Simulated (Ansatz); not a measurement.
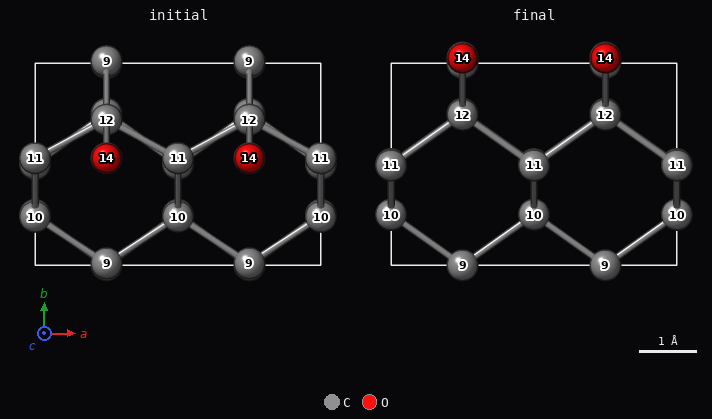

The structure of a slab of composition C₁₃O (cut from the Fd-3m phase) before (left) and after (right) a constrained relaxation, at one scale.

A ball-and-stick model of the 2 × 1 repeat of the cell, outlined in the plane, without the vacuum, seen along the c axis.

Case: CO put at a bridge C-C site. The slab is the (1 1 0) face of C with CO on it. 6 atoms are held fixed.

Theory: Ansatz 0.2.0, DFT PBEsol, scalar-relativistic, plane waves, PAW. (plane-wave cutoff 420 eV; k-point mesh 11 × 8 × 1; occupations gaussian; smearing width 0.05 eV; no spin polarisation; dipole correction; atoms relaxed in a fixed cell; force threshold 0.03 eV/Å; at most 70 steps)

### What changed between the two?

Over 15 geometry steps the energy falls by 2.510 eV per cell of the calculation. Largest force component: 6 eV/Å at the start, 0.0032 eV/Å at the end. The largest moves, 1.77 Å, are those of C and O atoms. By element the largest moves are C 1.77 Å, O 1.76 Å. The cell doesn't change. Some distances before and after: C–C 1.896 → 2.548 Å, C–C 1.428 → 1.539 Å, C–C 1.473 → 1.569 Å, C–C 1.574 → 1.519 Å. Among the angles between lasting bonds that change: C–C–C 161.2° → 103.2°, C–C–C 78.2° → 112.9°, C–C–O 154.5° → 138.0°. The run may lie on a higher electronic state than the lowest, so the end point isn't shown to be the ground-state structure.

Limits of the set-up: the periodic images lie only 2.5 Å apart, so the values are limited by the cell's size.
